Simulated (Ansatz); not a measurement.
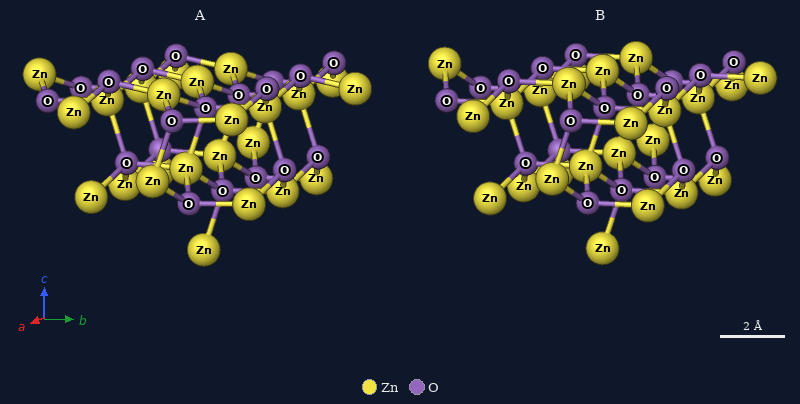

Two geometries of a slab of composition ZnO (cut from the P6_3mc phase), drawn at one scale. One is the start of a relaxation, the other its converged end. The picture is a ball-and-stick view of the atoms within 5.8 Å of the atom that moves most (axes of the 2 × 2 repeat of the cell, outlined in the plane, without the vacuum (origin shifted)), seen slightly off an axis.

All numbers below come from Ansatz 0.2.0, DFT PBE, scalar-relativistic, plane waves, PAW. (plane-wave cutoff 420 eV; k-point mesh 8 × 5 × 1; occupations gaussian; smearing width 0.05 eV; no spin polarisation; dipole correction; atoms relaxed in a fixed cell; force threshold 0.02 eV/Å; at most 60 steps)

Which one is relaxed?

Answer. Structure A is the relaxed one. Case: (1 0 0) slab, atoms relaxed. The slab is the (1 0 0) face of ZnO. The largest moves relative to the layer's centre, 0.39 Å, are those of Zn atoms. By element the largest moves are Zn 0.39 Å, O 0.04 Å. The cell doesn't change. Some distances before and after: O–Zn 2.007 → 1.863 Å, O–Zn 1.999 → 2.097 Å, O–Zn 1.999 → 1.931 Å, O–Zn 1.999 → 2.066 Å. Among the angles between lasting bonds that change: Zn–O–Zn 110.3° → 99.1°, O–Zn–O 108.7° → 118.9°, Zn–O–Zn 110.3° → 116.2°. After 4 accepted moves (5 points after the start) the energy has fallen by 0.752 eV per cell of the calculation. The largest force component goes from 1.4 to 0.015 eV/Å. The line search rejected the trial step at point 4 of the run. The run took 110 s on 4 threads of Arm Neoverse V2, on a shared host, peak memory 1.3 GiB.
